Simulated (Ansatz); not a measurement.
Single-point calculation, with input and output: NbP

The run: single-point calculation of NbP (slab, 16 atoms in the cell). Method and program: DFT PBE, scalar-relativistic, plane waves, PAW, no spin polarisation (Ansatz 0.2.0).

The structure derives from a Materials Project entry. It belongs to a series of runs on one base structure; here: repeats removed: -2. Figures and captions count atoms from 1; the log counts them from 0 in places.

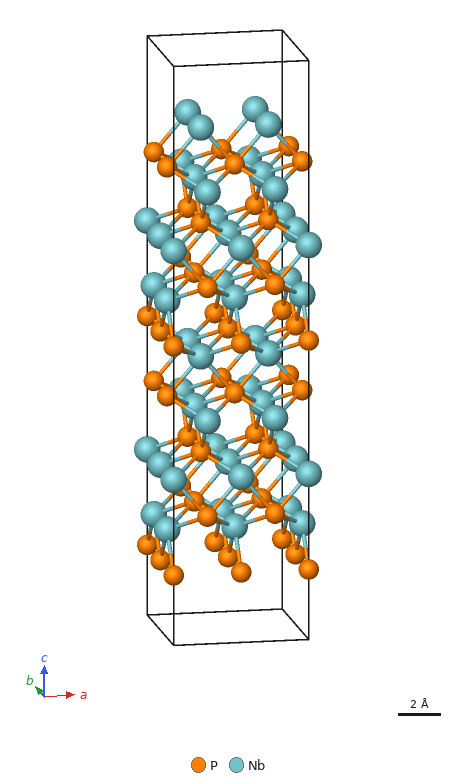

The structure as given in the input (ball-and-stick view of the 2 × 2 repeat of the cell, with the vacuum cut short, seen slightly off an axis). An atom can appear more than once, as a periodic image. Near neighbours in the periodic cell (some may lie outside the picture): P has 2 Nb at 2.54 Å; Nb has 6 P at 2.54 to 2.55 Å; P has 6 Nb at 2.54 to 2.55 Å; Nb has 2 P at 2.54 Å.

## Input file
```yaml
crystal:
  lattice:
    - [3.347046844, 0.0, 0.0]
    - [0.0, 3.347046844, 0.0]
    - [0.0, 0.0, 36.9124452202]
  atoms:
    - { symbol: P, position: [0.0, 0.0, 0.2031835051] }
    - { symbol: Nb, position: [0.0, 0.5, 0.2550225906] }
    - { symbol: P, position: [0.5, 0.0, 0.2805826343] }
    - { symbol: Nb, position: [0.0, 0.0, 0.3324217198] }
    - { symbol: P, position: [0.5, 0.5, 0.3579817634] }
    - { symbol: Nb, position: [0.5, 0.0, 0.409820849] }
    - { symbol: P, position: [0.0, 0.5, 0.4353808926] }
    - { symbol: Nb, position: [0.5, 0.5, 0.4872199782] }
    - { symbol: P, position: [0.0, 0.0, 0.5127800218] }
    - { symbol: Nb, position: [0.0, 0.5, 0.5646191074] }
    - { symbol: P, position: [0.5, 0.0, 0.590179151] }
    - { symbol: Nb, position: [0.0, 0.0, 0.6420182366] }
    - { symbol: P, position: [0.5, 0.5, 0.6675782802] }
    - { symbol: Nb, position: [0.5, 0.0, 0.7194173657] }
    - { symbol: P, position: [0.0, 0.5, 0.7449774094] }
    - { symbol: Nb, position: [0.5, 0.5, 0.7968164949] }
basis:
  ecutwfc: 420
kpoints:
  mp_grid: { grid: [10, 10, 1] }
hamiltonian:
  xc: pbe
scf:
  occupations: { method: gaussian, width: 0.1 }
output:
  forces: true
  stress: true
  eigenvalues: true
efield:
  axis: 3
  dipole_correction: true
  ramp_width: 0.04
```

Command:
```bash
ansatz run input.yaml --threads 1 --pin off --max-ram 2560MiB --backend cpu --events-out ev --progress --plain --runs-dir out
```

## Output
```
Engine: ansatz 0.2.0, x86_64-unknown-linux-gnu
Pseudopotentials: kind: paw
Pseudopotential: P, paw, valence charge 5, recommended cutoff 420 eV (normal), P.paw.azcp
Pseudopotential: Nb, paw, valence charge 13, recommended cutoff 420 eV (normal), Nb.paw.azcp
Functional definition: PBE
  parameter kappa = 0.804
  parameter beta = 0.06672455060314922
  exchange = pbe_x(kappa = kappa, mu = beta*pi^2/3)
  correlation = pbe_c(beta = beta)
Crystal: 16 atoms, lattice volume = 413.520 Å³
Basis set: ecut = 420 eV, 8131 PW (Γ), exchange–correlation on 48×48×500 points (8 copies of the dense FFT grid, shifted against one another)
Bands: 88, of which v1, the nominal top of the filled ones, is band 72 counted from 1 (71 counted from 0)
Symmetry: 4 space group operations
Space group: Pmm2 (ITA 25), of the structure as read, at distance tolerance 7.5e-5 Å
k-points: 36 of 100
Non-local potential: P, projectors of the file, l = 0: 2, l = 1: 2, l = 2: 2
Non-local potential: Nb, projectors of the file, l = 0: 3, l = 1: 2, l = 2: 2, l = 3: 1
PAW form: soft (Blöchl's): semilocal exchange-correlation on the pseudo side does not see the compensation charge
PAW one-centre angular grid: P, 110 points (default); XC on 64 Gauss nodes
PAW one-centre angular grid: Nb, 590 points (default); XC on 64 Gauss nodes
Initial density: superposition of atomic densities (neutral atoms: chi_scale 0, normalization atom), corrected by the library's trained network
Initial wavefunctions: pseudopotential atomic-orbital guess
Functional: x = pbe(κ = 0.804, μ = 0.2195149727645171), c = pbe(β = 0.06672455060314922)
SCF iter   1: F=—  HF=-42474.578445 eV  |F-HF|=—  |Δ(HF+E_count)|=         —  Δρ=6.91e-3  dr2=4.06e0  ethr=1.77e-3  p=0.116 e·Å  D=5.07e-2 V/Å  ΔV_dip=-1.87 eV  dr2_dipole=8.63e-2  V_vac-E_F(+/−)=4.04/5.90 eV  ⟨swp⟩=8.7  Hψ=15928  notcnv=0
efield: sawtooth ramp at fractional position 0.9800 (placed from the atoms, in the widest stretch of the axis that holds none; the zero of the levels goes with the place), width 0.0400; the density the first Hamiltonian is built on has a dipole p = 0.116 e·Å; the dipole correction subtracts the counter field D = 5.07e-2 V/Å, which shifts the + side's vacuum level by -1.87 eV against the − side's; the planar-averaged density in the ramp window peaks in size at 1.1e-4 e/Å³
preconditioner: auto → LDOS  [metal: Δε(μ)=0.021 eV  Ē_g=6.045 eV  σ=0.100 eV  W_gap=0.12  n_scr=86 (ndim 8)  ℏωp=16.3 eV  f_vac=0.317  D(μ)=8.48/eV (n_scr^D=42)  β→1.0]
SCF iter   2: F=—  HF=-42474.533373 eV  |F-HF|=—  |Δ(HF+E_count)|=   4.51e-2  Δρ=3.11e-3  dr2=3.31e-1  ethr=1.77e-3  p=0.117 e·Å  D=5.11e-2 V/Å  ΔV_dip=-1.89 eV  dr2_dipole=1.29e-4  V_vac-E_F(+/−)=3.86/5.75 eV  ⟨swp⟩=1.8  Hψ=3781  notcnv=0  defer=148
SCF iter   3: F=—  HF=-42474.517090 eV  |F-HF|=—  |Δ(HF+E_count)|=   1.63e-2  Δρ=1.03e-3  dr2=2.24e-2  ethr=2.30e-4  p=0.118 e·Å  D=5.15e-2 V/Å  ΔV_dip=-1.90 eV  dr2_dipole=4.85e-3  V_vac-E_F(+/−)=3.86/5.76 eV  ⟨swp⟩=2.0  Hψ=4154  notcnv=0  defer=268
SCF iter   4: F=—  HF=-42474.516015 eV  |F-HF|=—  |Δ(HF+E_count)|=   1.08e-3  Δρ=3.59e-4  dr2=2.27e-3  ethr=1.56e-5  p=0.120 e·Å  D=5.23e-2 V/Å  ΔV_dip=-1.93 eV  dr2_dipole=1.89e-3  V_vac-E_F(+/−)=3.82/5.76 eV  ⟨swp⟩=2.1  Hψ=4097  notcnv=0  defer=268
SCF iter   5: F=—  HF=-42474.516034 eV  |F-HF|=—  |Δ(HF+E_count)|=   1.91e-5  Δρ=2.32e-4  dr2=7.06e-4  ethr=1.58e-6  p=0.121 e·Å  D=5.29e-2 V/Å  ΔV_dip=-1.95 eV  dr2_dipole=3.82e-4  V_vac-E_F(+/−)=3.80/5.75 eV  ⟨swp⟩=2.8  Hψ=4667  notcnv=0  defer=268
SCF iter   6: F=—  HF=-42474.516021 eV  |F-HF|=—  |Δ(HF+E_count)|=   1.31e-5  Δρ=6.46e-5  dr2=6.11e-5  ethr=4.90e-7  p=0.122 e·Å  D=5.35e-2 V/Å  ΔV_dip=-1.98 eV  dr2_dipole=3.06e-7  V_vac-E_F(+/−)=3.77/5.75 eV  ⟨swp⟩=2.1  Hψ=4135  notcnv=0  defer=268
SCF iter   7: F=—  HF=-42474.515853 eV  |F-HF|=—  |Δ(HF+E_count)|=   1.68e-4  Δρ=3.40e-5  dr2=2.02e-5  ethr=4.25e-8  p=0.123 e·Å  D=5.37e-2 V/Å  ΔV_dip=-1.98 eV  dr2_dipole=3.13e-6  V_vac-E_F(+/−)=3.76/5.75 eV  ⟨swp⟩=2.6  Hψ=5143  notcnv=0  defer=99
SCF iter   8: F=—  HF=-42474.515856 eV  |F-HF|=—  |Δ(HF+E_count)|=   3.14e-6  Δρ=1.93e-5  dr2=6.59e-6  ethr=1.40e-8  p=0.123 e·Å  D=5.39e-2 V/Å  ΔV_dip=-1.99 eV  dr2_dipole=2.50e-7  V_vac-E_F(+/−)=3.76/5.75 eV  ⟨swp⟩=2.1  Hψ=4079  notcnv=0  defer=99
SCF iter   9: F=—  HF=-42474.515857 eV  |F-HF|=—  |Δ(HF+E_count)|=   5.95e-7  Δρ=5.81e-6  dr2=9.99e-7  ethr=4.57e-9  p=0.123 e·Å  D=5.40e-2 V/Å  ΔV_dip=-1.99 eV  dr2_dipole=2.79e-7  V_vac-E_F(+/−)=3.75/5.75 eV  ⟨swp⟩=2.1  Hψ=4164  notcnv=0  defer=99
SCF iter  10: F=—  HF=-42474.515857 eV  |F-HF|=—  |Δ(HF+E_count)|=   5.85e-8  Δρ=2.70e-6  dr2=1.24e-7  ethr=6.94e-10  p=0.123 e·Å  D=5.40e-2 V/Å  ΔV_dip=-1.99 eV  dr2_dipole=6.02e-8  V_vac-E_F(+/−)=3.75/5.75 eV  ⟨swp⟩=2.1  Hψ=4292  notcnv=0  defer=87
SCF iter  11: F=-42474.515857 eV  HF=-42474.515857 eV  |F-HF|=2.28e-9  |Δ(HF+E_count)|=   3.84e-8  Δρ=1.04e-6  dr2=1.10e-8  ethr=6.94e-11  p=0.124 e·Å  D=5.41e-2 V/Å  ΔV_dip=-2.00 eV  dr2_dipole=1.17e-9  V_vac-E_F(+/−)=3.75/5.75 eV  ⟨swp⟩=14.0  Hψ=13912  notcnv=0
SCF 1 converged in 11 iterations: F = -42474.515857 eV  dr2 = 1.10e-8
  greatest PAW one-centre occupation: 0.998 electrons in one spin orbital (limit 2), on the Nb atom at site 1 (counted from 0), in its partial waves of l = 0
```

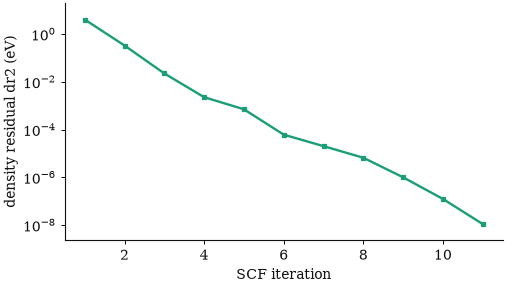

Convergence of the self-consistent field: density residual dr2 against the SCF iteration. The residual falls at every step.

```
SCF converged after 11 iterations
Free energy (F): -42474.515857 eV
Harris-Foulkes:  -42474.515857 eV  (|F-HF|=2.28e-9)
Internal energy: -42474.466077 eV  (E = F + TS)
E sigma→0 (E₀):  -42474.490967 eV
Entropy (-TS):   -0.049780 eV (-3.111 meV/atom)
Fermi energy:    7.496319 eV
Dipole field:    D = 0.054019 V/Å  (p = 0.123448 e·Å, saw-weighted, corrected)
Work function:   Φ+ = 3.7538 eV   Φ− = 5.7478 eV
Levels:          The Fermi level and band energies are counted from a zero that moves with the ramp; work functions are not
--- Per-component energies (eV) ---
  E_band       = -1635.012090
  E_kinetic    = 3721.527776
  E_local      = -155159.183161  (includes V_loc(G=0)·N_el)
  E_nonlocal   = 1221.838137
  E_hartree    = 75848.525796
  E_xc         = -1901.130838
  E_vxc        = -2196.587487  (∫ρ·V_xc dr)
  E_paw        = -29139.759885  (= ΣΔE_a)
  E_vpaw       = -916.357460  (= ΣTr[D̂ρ^β])
  E_aug_tail   = 0.000090  (compensation charges beyond the density's cutoff)
  E_efield     = 0.003334  (sawtooth field / dipole correction)
  E_vefield    = -3.301063  (∫n·V_field dr)
  E_ewald      = 62933.712674
  E_smearing   = -0.049780  (= −TS)
  E_closure    = 0.000000  (closes the sum)
  Σ components = -42474.515857   (vs F -42474.515857, Δ=0.00e0)
--- Forces (eV/Å), atoms counted from 1 ---
  atom   1  P      0.00000000     0.00000000     0.54539137
  atom   2  Nb     0.00000000     0.00000000    -0.76554734
  atom   3  P      0.00000000     0.00000000     0.20498662
  atom   4  Nb     0.00000000     0.00000000    -0.00472710
  atom   5  P      0.00000000     0.00000000     0.02543982
  atom   6  Nb     0.00000000     0.00000000    -0.01807131
  atom   7  P      0.00000000     0.00000000    -0.00309596
  atom   8  Nb     0.00000000     0.00000000    -0.00156014
  atom   9  P      0.00000000     0.00000000    -0.00295595
  atom  10  Nb     0.00000000     0.00000000     0.01048287
  atom  11  P      0.00000000     0.00000000    -0.01328284
  atom  12  Nb     0.00000000     0.00000000     0.07838849
  atom  13  P      0.00000000     0.00000000     0.02268103
  atom  14  Nb     0.00000000     0.00000000    -0.07458253
  atom  15  P      0.00000000     0.00000000     1.23087810
  atom  16  Nb     0.00000000     0.00000000    -1.23437004
  max |Σ_I F_I| component: 5.51e-5 eV/Å
--- Stress (GPa, compression-positive) ---
       -1.960339       0.000000       0.000000
        0.000000      -2.230081       0.000000
        0.000000       0.000000      -1.245958
  P = ⅓ Tr σ = -1.8121 GPa (-18.121 kbar)
--- Band table (eV; the first three rows and the last of 36) ---
  k-point 0: bands = ["-47.8562", "-47.4637", "-47.3810", "-47.3684", "-47.3667", "-47.3552", "-47.3474", "-47.3196", "-24.0760", "-23.7307", "-23.6931", "-23.6525", "-23.6070", "-23.5607", "-23.5443", "-23.4711", "-23.4687", "-23.4676", "-23.4669", "-23.4579", "-23.4550", "-23.4172", "-23.4050", "-23.3869", "-23.3809", "-23.3194", "-23.3184", "-23.3153", "-23.3108", "-23.2989", "-23.2776", "-23.2692", "-5.1653", "-4.9934", "-4.7001", "-4.3027", "-3.8423", "-3.3691", "-2.9667", "-2.0722", "1.4708", "1.8741", "2.4926", "3.2023", "3.8529", "4.2541", "4.4362", "4.7212", "4.8072", "4.8405", "4.8474", "4.9304", "4.9626", "4.9628", "5.0715", "5.1386", "5.1489", "5.2427", "5.2978", "5.3400", "5.6215", "5.6466", "5.8359", "6.0731", "6.2600", "6.2811", "6.5529", "6.5612", "6.8538", "6.8564", "7.1425", "7.4277", "7.9426", "8.3433", "8.3561", "8.4200", "8.5226", "8.6643", "8.8260", "8.9799", "9.0876", "9.1804", "9.3147", "9.7123", "9.9965", "10.0095", "10.3002", "10.3508"]
  k-point 1: bands = ["-47.8548", "-47.4620", "-47.3789", "-47.3664", "-47.3648", "-47.3539", "-47.3461", "-47.3182", "-24.0734", "-23.7292", "-23.7142", "-23.6461", "-23.6027", "-23.5866", "-23.5429", "-23.4983", "-23.4828", "-23.4684", "-23.4644", "-23.4597", "-23.4550", "-23.4152", "-23.4078", "-23.4025", "-23.3848", "-23.3466", "-23.3347", "-23.3155", "-23.3129", "-23.2987", "-23.2965", "-23.2666", "-5.0310", "-4.8646", "-4.5799", "-4.1877", "-3.7524", "-3.2970", "-2.9128", "-2.0392", "1.5346", "1.9259", "2.5234", "3.2478", "3.7829", "4.1410", "4.2506", "4.3591", "4.5026", "4.6631", "4.7402", "4.8749", "4.8788", "4.9646", "5.0068", "5.0961", "5.2305", "5.2538", "5.3893", "5.5138", "5.5534", "5.6929", "5.8939", "6.0713", "6.1518", "6.2880", "6.4189", "6.4299", "6.6746", "6.9656", "7.1392", "7.4957", "7.8429", "7.8504", "8.2022", "8.3086", "8.4211", "8.4774", "8.8440", "8.9563", "9.2049", "9.2792", "9.4761", "9.6388", "9.6483", "9.8662", "10.0111", "10.2223"]
  k-point 2: bands = ["-47.8512", "-47.4575", "-47.3736", "-47.3611", "-47.3598", "-47.3504", "-47.3430", "-47.3145", "-24.0674", "-23.7657", "-23.7250", "-23.6539", "-23.6355", "-23.6018", "-23.5639", "-23.5554", "-23.5272", "-23.4757", "-23.4614", "-23.4580", "-23.4477", "-23.4471", "-23.4101", "-23.4092", "-23.3960", "-23.3947", "-23.3856", "-23.3487", "-23.3119", "-23.3066", "-23.2903", "-23.2681", "-4.6488", "-4.4998", "-4.2432", "-3.8716", "-3.5054", "-3.1090", "-2.7830", "-1.9491", "1.6783", "2.0154", "2.5088", "3.1935", "3.4286", "3.5912", "3.7236", "3.8901", "4.0431", "4.2124", "4.2572", "4.6648", "4.8979", "4.9062", "4.9218", "4.9580", "5.0003", "5.3936", "5.6610", "5.7194", "5.7600", "5.7994", "5.8019", "5.8316", "5.8599", "5.8976", "6.4998", "6.5612", "6.7972", "7.1165", "7.4374", "7.4426", "7.6601", "7.7440", "7.8638", "8.1333", "8.1518", "8.2557", "8.6995", "8.9337", "8.9929", "9.1354", "9.2624", "9.2923", "9.4857", "9.5503", "10.2193", "10.2382"]
  k-point 35: bands = ["-47.8269", "-47.4288", "-47.3341", "-47.3315", "-47.3309", "-47.3297", "-47.3176", "-47.2905", "-24.0301", "-23.9222", "-23.8687", "-23.7760", "-23.7106", "-23.7101", "-23.7096", "-23.6976", "-23.6674", "-23.6577", "-23.6286", "-23.6236", "-23.5453", "-23.5415", "-23.5360", "-23.5226", "-23.5066", "-23.4733", "-23.3777", "-23.3766", "-23.3721", "-23.3570", "-23.3338", "-23.3226", "-2.7889", "-2.7840", "-2.7600", "-2.7209", "-2.7194", "-2.7159", "-2.7099", "-0.6442", "2.3603", "2.4192", "2.4389", "2.4412", "2.4436", "2.5217", "2.6086", "2.7776", "2.8633", "2.9142", "2.9257", "2.9291", "2.9402", "3.0213", "3.6008", "4.5672", "4.6174", "4.6409", "4.6411", "4.6599", "4.6647", "4.9707", "6.4139", "6.5208", "6.5253", "6.5884", "7.0876", "7.0986", "7.1069", "7.1188", "7.1292", "7.4125", "8.2354", "8.9116", "9.2093", "9.4795", "10.4240", "10.4337", "10.4955", "10.4981", "10.4984", "10.5105", "10.5339", "10.5715", "10.5760", "10.5880", "10.5913", "10.6057"]
```

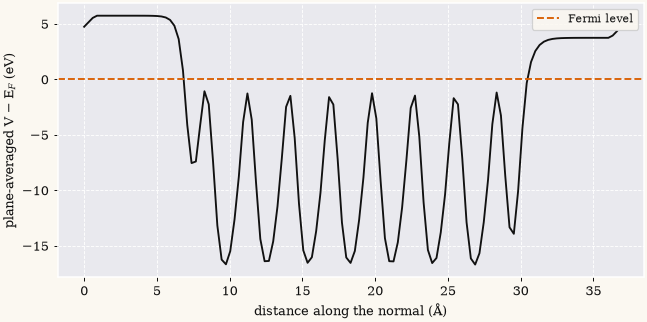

Plane average of the electrostatic potential energy of an electron across the cell, from the Fermi level. The vacuum level lies 3.75 eV above the Fermi level on the upper side and 5.75 eV on the lower.

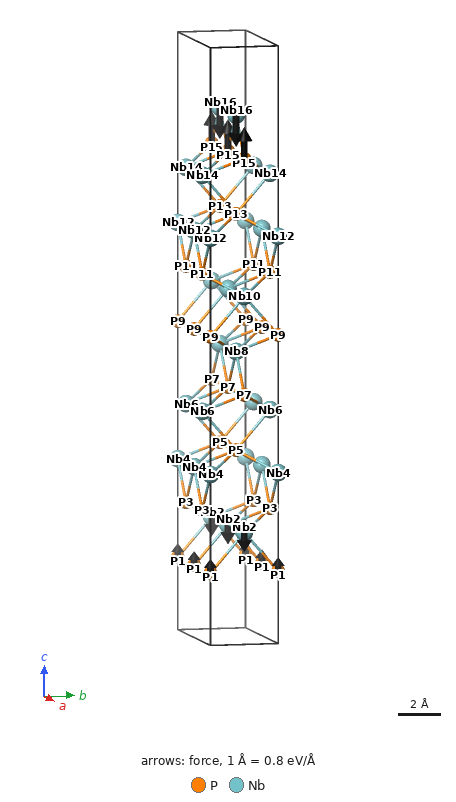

Forces on the atoms as black arrows (ball-and-stick view of the 2 × 1 repeat of the cell, with the vacuum cut short, seen slightly off an axis; atoms are numbered from 1 in the order of the input); the smallest are left out. The largest act on Nb16 (1.23 eV/Å); P15 (1.23 eV/Å); Nb2 (0.77 eV/Å); P1 (0.55 eV/Å). The geometry is not a stationary point of this energy.

## Key numbers

| quantity | value |
| --- | --- |
| outcome | converged |
| electrons treated | 144 |
| free energy | −42474.5159 eV |
| work function, top face | 3.75 eV |
| work function, bottom face | 5.75 eV |
| Fermi energy | 7.496 eV |
| gap on the k-point mesh | none (metallic) |
| work function (upper face) | 3.75 eV |
| largest force (length of the vector) | 1.234 eV/Å |
| hardware | 1 thread of Intel Xeon @ 2.70GHz, 189 GiB of memory available, shared host |
| wall time | 2.6 min |
| peak memory | 1.1 GiB |
